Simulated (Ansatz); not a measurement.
**Ge3N: density, localisation and related maps**

Input file:

```
crystal:
  lattice:
    - [2.6419020174, 1.5253028391, 2.758637524]
    - [-2.6419020174, 1.5253028391, 2.758637524]
    - [0.0, -3.0506056837, 2.7586375209]
  atoms:
    - { symbol: Ge, position: [0.5, 0.1849434812, 0.8150565188] }
    - { symbol: Ge, position: [0.1849434812, 0.8150565188, 0.5] }
    - { symbol: Ge, position: [0.8150565188, 0.5, 0.1849434812] }
    - { symbol: "N", position: [0.0, 0.0, 0.0] }
basis:
  ecutwfc: 420
kpoints:
  mp_grid: { grid: [12, 12, 12] }
  band_path:
    path:
      - [[0.0, 0.0, 0.0], [0.5, 0.5, 0.5], [0.62952046, 0.37047954, 0.5]]
      - [[0.5, -0.37047954, 0.37047954], [0.5, 0.0, 0.0], [0.0, 0.0, 0.0], [0.43523977, -0.43523977, 0.0]]
      - [[0.56476023, 0.0, 0.43523977], [0.5, 0.0, 0.5], [0.0, 0.0, 0.0]]
    npoints: 14
hamiltonian:
  xc: pbe
scf:
  occupations: { method: gaussian, width: 0.1 }
  n_extra_bands: 10
output:
  forces: true
  stress: true
  eigenvalues: true
  populations: true
  dos: { projected: true, de: 0.02, nscf_kmesh: { grid: [15, 15, 15] } }
  bader: true
  write_density: true
  write_potential: true
  elf: true
  volumetric_format: npy
```

Launched as:

```sh
ansatz run input.yaml --threads 1 --pin off --max-ram 2560MiB --backend cpu --events-out ev --progress --plain --runs-dir out
```

Below, planes, directions and counts refer to the conventional cell (a = 5.28 Å, b = 5.28 Å, c = 8.28 Å, α = 90.00°, β = 90.00°, γ = 120.00°).

Space group R32; a structure generated by program, which may or may not match a known phase; computed without spin polarisation.

Theory: DFT PBE, scalar-relativistic, plane waves, PAW (Ansatz 0.2.0).

In a PAW calculation such maps are meaningful between the atoms, not at the nuclei.

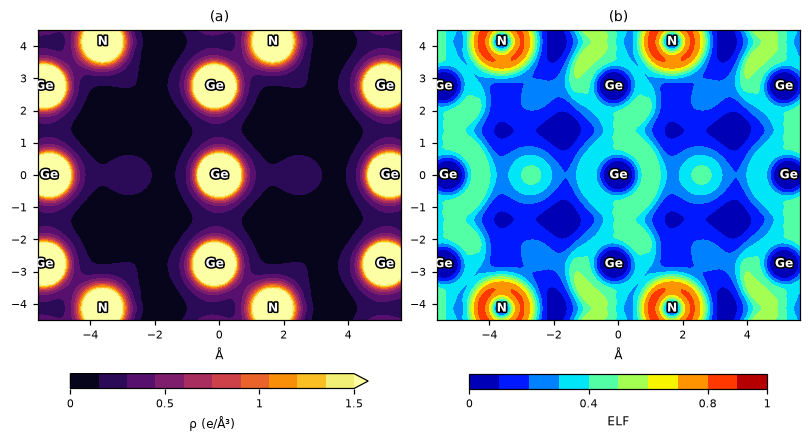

Figure 1. (a) valence charge density (pseudo); (b) ELF on the (010) plane of the conventional cell.

Describe what can be read from this map.

Answer. The section cuts through Ge and N sites.
Ge–N (2.28 Å): ρ at the midpoint is about 0.41 e/Å³; the ELF peaks at about 0.80 in the valence shell of N, 0.6 Å from its nucleus, and drops to about 0.30 between the two atoms.
Between the atoms the lowest density in this plane is 0.06 e/Å³.

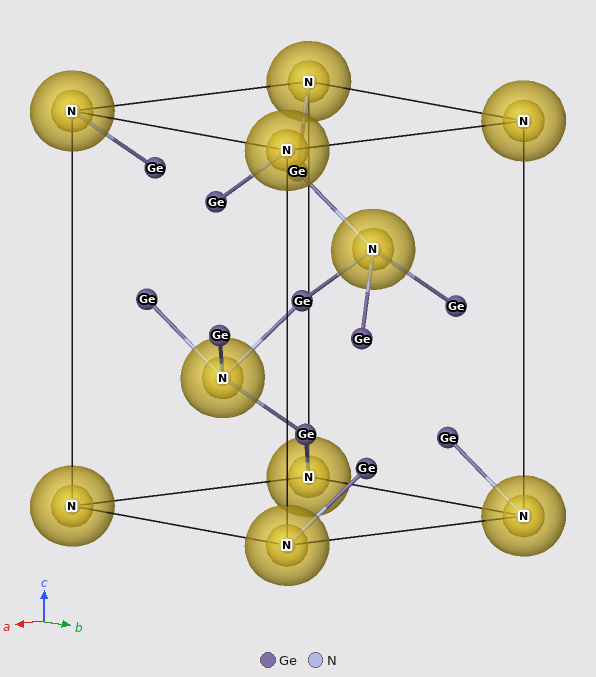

Figure 2. Isosurface of the electron localisation function at 0.7 (yellow), seen at an oblique angle. Only the valence region is drawn (cores and ρ < 0.01 e/Å³ removed). Sticks mark near contacts.

What do the ELF domains correspond to?

Answer. The surface consists of three regions wrapped around N (the valence shell of each), counted in one cell of 12 atoms. Any copies at cell faces, edges or corners count once.

Does the calculation make it a metal, or give it a gap?

Answer. It is metallic or semimetallic at this level of theory: no gap opens.

Which way does charge flow, and how much by Bader's partition?

Answer. Electrons move from Ge towards N. Bader charges: Ge +0.42 and N −1.27 e.
